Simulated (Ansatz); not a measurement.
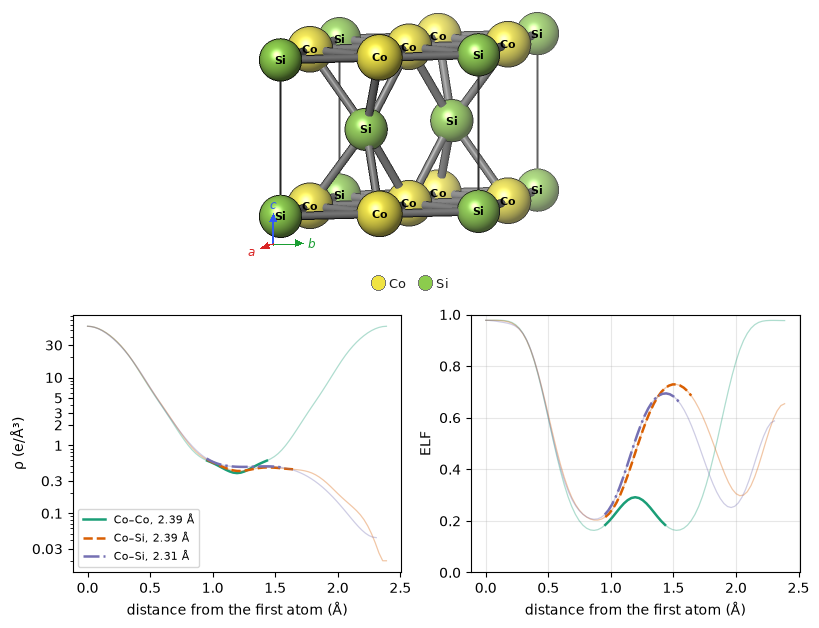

Figure 1: CoSi. Valence pseudo-density and electron localisation function along straight lines between neighbouring atoms. Thin, pale parts lie inside the atomic spheres. The structure is drawn too.

Space group P6/mmm; computed without spin polarisation.

The calculation used Ansatz, DFT PBEsol, scalar-relativistic, plane waves, PAW.

Core electrons are frozen (PAW), and the valence fields are smoothed inside the atomic spheres.

**Compare the contacts.**

Co–Co (2.39 Å): the density is about 0.39 e/Å³ at the midpoint; the ELF is about 0.30 at the midpoint; no shared electron pair shows on this line.
Co–Si (2.39 Å): ρ at the midpoint is about 0.42 e/Å³; the ELF peaks at about 0.75 in the valence shell of Si, 0.9 Å from its nucleus, and is about 0.45 at the midpoint.
Co–Si (2.31 Å): ρ is about 0.49 e/Å³ halfway; the ELF peaks at about 0.70 in the valence shell of Si, 0.9 Å from its nucleus, and is about 0.45 at the midpoint.
